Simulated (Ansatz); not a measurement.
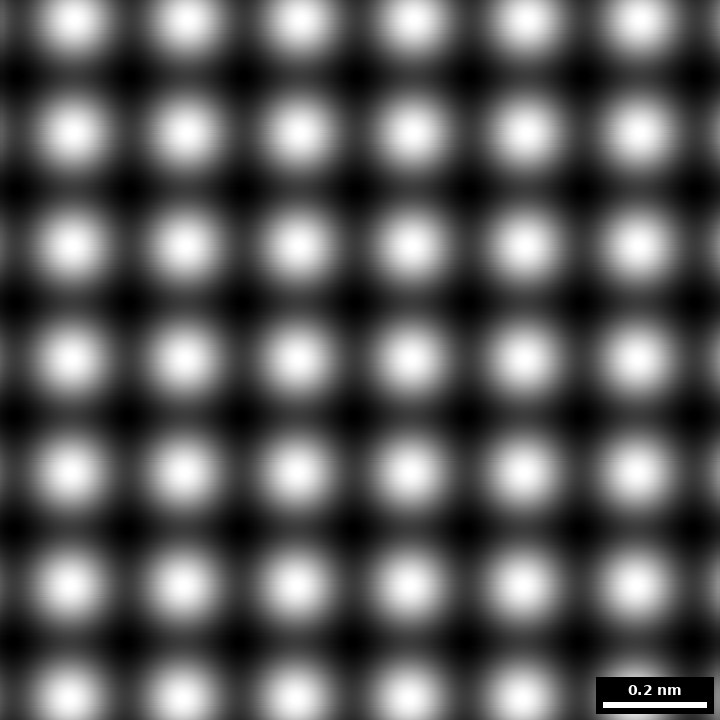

An image along [001] of one of the structures below (computed or model cells, partly hypothetical, each in its standard cell). The image is simulated as a sum over atoms of Z^1.7, blurred by a 1.20 Å probe (no channelling). The probe carries 15 % of its weight in a tail 2.5 times as wide. The display is stretched by a gamma of 0.8; percentages refer to the linear signal. A slight drift was added.

A. Ni
Space group P6/mmm (No. 191). a = 3.888 Å, b = 3.888 Å, c = 2.336 Å, α = 90.00°, β = 90.00°, γ = 120.00°
```json
{"atom": "Ni", "site": "1a", "symmetry": "6/mmm", "x": "0.0000", "y": "0.0000", "z": "0.0000"}
{"atom": "Ni", "site": "2d", "symmetry": "-6m2", "x": "0.3333", "y": "0.6667", "z": "0.5000"}
```

B. Ir
Space group P6_3/mmc (No. 194). a = 2.727 Å, b = 2.727 Å, c = 4.431 Å, α = 90.00°, β = 90.00°, γ = 120.00°
```
atom  site  symmetry       x       y       z
  Ir    2c      -6m2  0.3333  0.6667  0.2500
```

C. Ir
Space group Fd-3m:1 (No. 227). a = 5.591 Å, b = 5.591 Å, c = 5.591 Å, α = 90.00°, β = 90.00°, γ = 90.00°
```
atom  site  symmetry       x       y       z
  Ir    8b      -43m  0.2500  0.2500  0.7500
```

D. Ir
Space group Im-3m (No. 229). a = 3.112 Å, b = 3.112 Å, c = 3.112 Å, α = 90.00°, β = 90.00°, γ = 90.00°
| atom | site | symmetry | x | y | z |
| --- | --- | --- | --- | --- | --- |
| Ir | 2a | m-3m | 0.0000 | 0.0000 | 0.0000 |

> Which of them gives this image?

D, Ir. Along [001] the projected cells are A 2.24 × 2.24 Å, 120°; B 2.73 × 2.73 Å, 120°; C 1.98 × 1.98 Å, 90°; D 2.20 × 2.20 Å, 90°. The image repeats as D does.

Structure D: coordinates from a relaxation with DFT, PBE, plane waves (420 eV) with PAW, scalar-relativistic in Ansatz; the starting structure was generated, so it need not be a known form of this composition.
